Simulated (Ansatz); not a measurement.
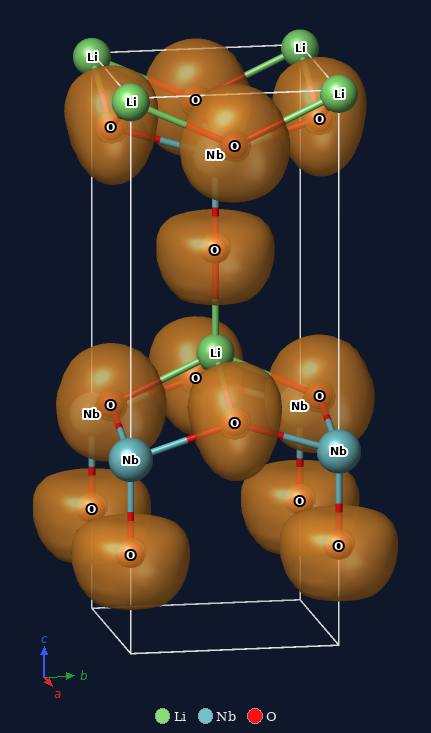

Figure. LiNbO3. Isosurface of the electron localisation function at 0.6 (orange), seen slightly off an axis. Core shells and regions of very low density are left out. Sticks mark near contacts.

Space group I4mm; a structure generated by program, which may or may not match a known phase.

These are results of Ansatz, DFT PBE, scalar-relativistic, plane waves, PAW, not measurements.

Core electrons are frozen (PAW), and the valence fields are smoothed inside the atomic spheres.

```xyz
10
Lattice="3.8118 0.0000 0.0000 0.0000 3.8118 0.0000 0.0000 0.0000 10.2430" Properties=species:S:1:pos:R:3 pbc="T T T"
Li    0.0000    0.0000   10.1721
Li    1.9059    1.9059    5.0506
Nb    0.0000    0.0000    3.5773
Nb    1.9059    1.9059    8.6987
O     0.0000    0.0000    1.8282
O     1.9059    1.9059    6.9497
O     0.0000    1.9059    4.1730
O     1.9059    0.0000    9.2945
O     1.9059    0.0000    4.1730
O     0.0000    1.9059    9.2945
```

Where are the electrons localised?

The ELF exceeds this value in six regions wrapped around O (the valence shell of each), counted in one cell of 10 atoms. Any copies at cell faces, edges or corners count once. Profiles from the grid: Nb–O (1.75 Å): the ELF peaks at about 0.75 in the valence shell of O, 0.5 Å from its nucleus, and drops to about 0.35 between the two atoms. Li–O (1.90 Å): the ELF peaks at about 0.90 in the valence shell of O, 0.7 Å from its nucleus, and falls to about 0 next to Li: an ionic contact with no shared pair.

Which way does charge flow, and how much by Bader's partition?

Electrons move from Li and Nb towards O. Bader charges: Li +0.90, Nb +2.68 and O −1.27 to −1.04 e.
